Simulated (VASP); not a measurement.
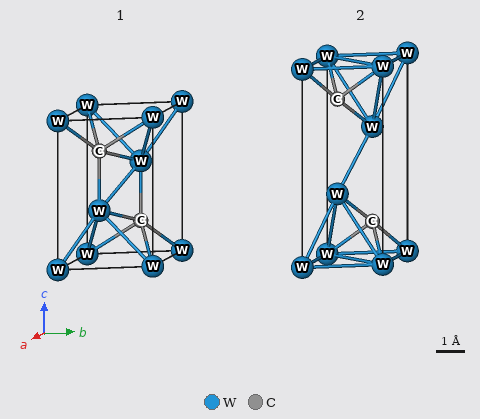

Two geometries of solid W$_{3}$C$_{2}$ (a generated structure, set up in P-3m1), drawn at one scale. One is the start of a relaxation, the other its converged end. A ball-and-stick model of the cell of the calculation, seen slightly off an axis.

The calculation used Kohn-Sham DFT of a periodic cell, PBE, VASP PAW PBE potentials, recommended in VASP. Settings: plane-wave cutoff 600 eV; k-point mesh 6 × 6 × 4; occupations gaussian; smearing width 0.1 eV; no spin polarisation.

**Which one is relaxed?**

Structure 2 is the relaxed one. The run lets cell and atoms move. The energy falls by 564 meV per atom in 45 geometry steps. Largest force component: 2.3 eV/Å at the start, 0.025 eV/Å at the end. The pressure goes from −1.17 to −0.08 GPa. The largest moves relative to the cell, 0.50 Å, are those of C atoms. By element the largest moves are C 0.50 Å, W 0.08 Å. Cell: a = b 3.579 → 3.027 Å (−15.4 %), c 5.569 → 7.404 Å (+33.0 %). Volume −4.9 %. Some distances before and after: C–W 2.227 → 3.544 Å, W–W 3.579 → 3.027 Å, C–W 2.476 → 2.187 Å, W–W 2.623 → 2.900 Å. Bonds break: C–W (2.23 → 3.54 Å). Among the angles between lasting bonds that change: W–C–W 112.3° → 90.2°, W–C–W 75.9° → 91.1°, W–C–W 163.1° → 178.2°. The space group stays P-3m1 (No. 164). It ran on 1 thread of Intel(R) Xeon(R) Platinum 8488C (Sapphire Rapids), on a shared host.
